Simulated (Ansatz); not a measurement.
# TiSe: what the fields show

The calculation's input:

```
crystal:
  lattice:
    - [3.40340081, 0.0, 0.0]
    - [0.0, 3.40340081, 0.0]
    - [0.0, 0.0, 3.40340081]
  atoms:
    - { symbol: Ti, position: [0.0, 0.0, 0.0] }
    - { symbol: Se, position: [0.5, 0.5, 0.5] }
hamiltonian:
  xc:
    exchange: hjs_pbesol
    correlation: pbesol
    exx: { coeff: 0.25, omega: 0.207 }
  pseudopotentials: { kind: paw }
kpoints:
  mp_grid: { grid: [4, 4, 4] }
  band_path:
    path:
      - [[0.0, 0.0, 0.0], [0.0, 0.5, 0.0], [0.5, 0.5, 0.0], [0.0, 0.0, 0.0], [0.5, 0.5, 0.5], [0.0, 0.5, 0.0]]
      - [[0.5, 0.5, 0.0], [0.5, 0.5, 0.5]]
    npoints: 4
scf:
  occupations: { method: fermi_dirac, width: 0.05 }
  n_extra_bands: 6
output:
  forces: true
  stress: true
  eigenvalues: true
  fatbands: false
  write_density: true
  write_potential: true
  elf: true
  volumetric_format: npy
```

Below, planes, directions and counts refer to the conventional cell (a = 3.40 Å, b = 3.40 Å, c = 3.40 Å, α = 90.00°, β = 90.00°, γ = 90.00°).

Space group Pm-3m; a generated structure, not necessarily the stable one; built by placing these elements on a known structure type; computed pressure about −19 GPa in this cell.

Theory: Kohn-Sham DFT of a periodic cell, HSEsol, Ansatz PAW (Ansatz).

Core electrons are frozen (PAW), and the valence fields are smoothed inside the atomic spheres.

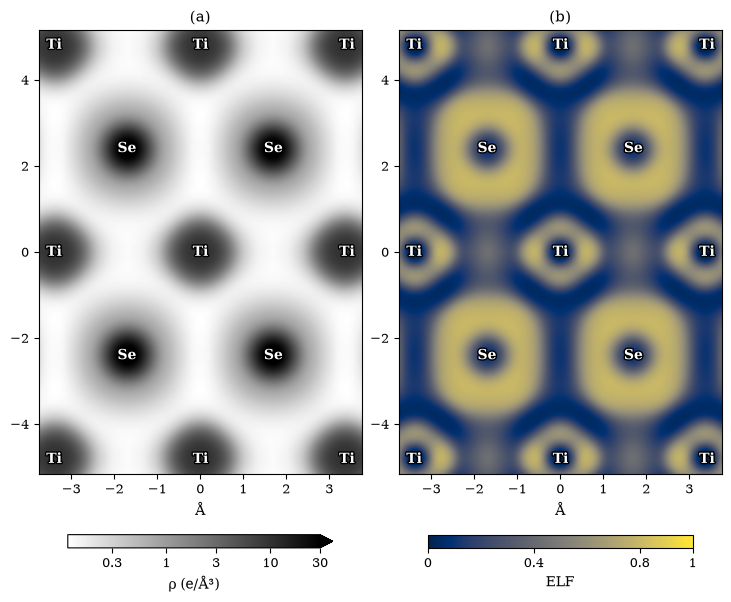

Figure 1. (a) valence charge density (pseudo); (b) electron localisation function on the (011̄) plane of the conventional cell.

> Describe what can be read from this map.

The plane passes through Ti and Se nuclei. Ti–Se (2.95 Å): ρ is about 0.2 e/Å³ halfway, with its minimum of 0.16 e/Å³ about 1.3 Å from Ti; the ELF is about 0.40 at the midpoint. Between the atoms the lowest density in this plane is 0.11 e/Å³. The features right at Ti lie inside the PAW spheres, where the map follows smoothed inner orbitals and isn't to be read closely.

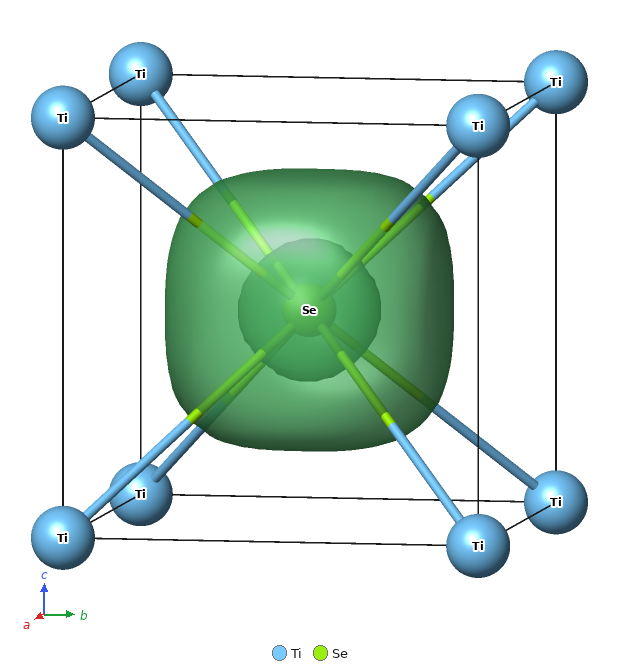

Figure 2. Isosurface of the electron localisation function at 0.65 (green), seen slightly off an axis. Core shells and regions of very low density are left out. Sticks mark near contacts.

> Describe the localisation domains.

The surface consists of one region wrapped around Se (its valence shell), counted in one cell of 2 atoms. Any copies at cell faces, edges or corners count once.

> Metal or insulator at this level of theory?

It is metallic or semimetallic at this level of theory: no gap opens; semilocal functionals without U, or without the true magnetic order, often close the gap of such compounds.
